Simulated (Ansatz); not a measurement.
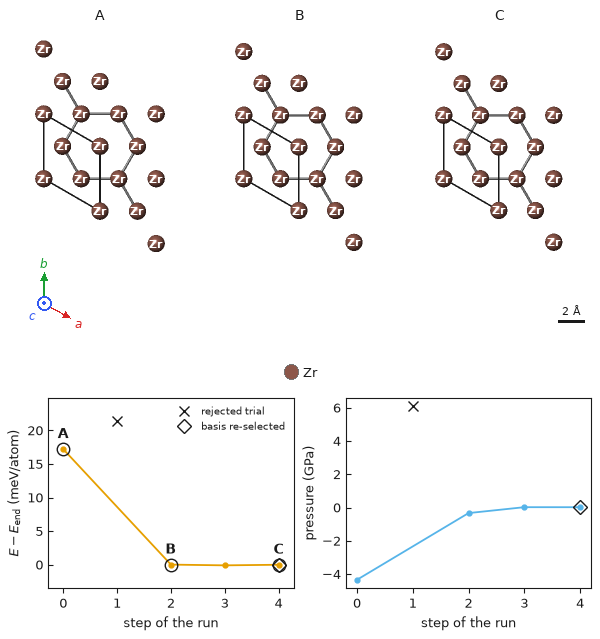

Frames of a relaxation of solid Zr (a generated structure, set up in P6/mmm), marked on the history of the run. The picture is a ball-and-stick view of the cell of the calculation, repeated 2 × 2 × 1 with one cell outlined, seen along the c axis.

Phase: omega (AlB2-type).

Computed with DFT, PBEsol, plane waves (420 eV) with PAW, scalar-relativistic in Ansatz 0.2.0. (plane-wave cutoff 420 eV; k-point mesh 7 × 7 × 10; occupations fermi dirac; smearing width 0.1 eV; no spin polarisation; cell and atoms relaxed; force threshold 0.01 eV/Å; at most 60 steps)

What happens along the run?

Answer. The atoms keep their places relative to the cell (all moves are under 0.005 Å). The volume changes by −4.6 %, with a = b 5.086 → 4.976 Å (−2.2 %), c 3.118 → 3.107 Å (−0.3 %). Some distances before and after: Zr–Zr 2.936 → 2.873 Å, Zr–Zr 3.325 → 3.266 Å, Zr–Zr 3.118 → 3.107 Å. The space group stays P6/mmm (No. 191). After 2 accepted moves (4 points after the start) the energy has fallen by 17.2 meV per atom. All forces vanish by symmetry, so only the cell relaxes. Pressure: −4.34 GPa at the start and 0.02 GPa at the end. The line search rejected the trial step at point 1 of the run. The SCF was repeated once at an unchanged geometry on a basis and grid sized afresh for the cell, which shifted the energy by 0.1 meV per atom at most. The program noted that a PAW file was made for another functional than the run's. From step 0 to 2: volume −4.3 %, energy −17.2 meV per atom. From step 2 to 4: volume −0.4 %, energy 0.0 meV per atom.

```csv
step,"E − E(0), meV/atom","pressure, GPa","volume, Å³/atom",note
0,0.00,-4.34,23.281,
1,4.21,6.08,21.041,rejected
2,-17.20,-0.33,22.290,
3,-17.31,0.03,22.211,
4,-17.22,0.02,22.211,"same geometry, new basis"
```
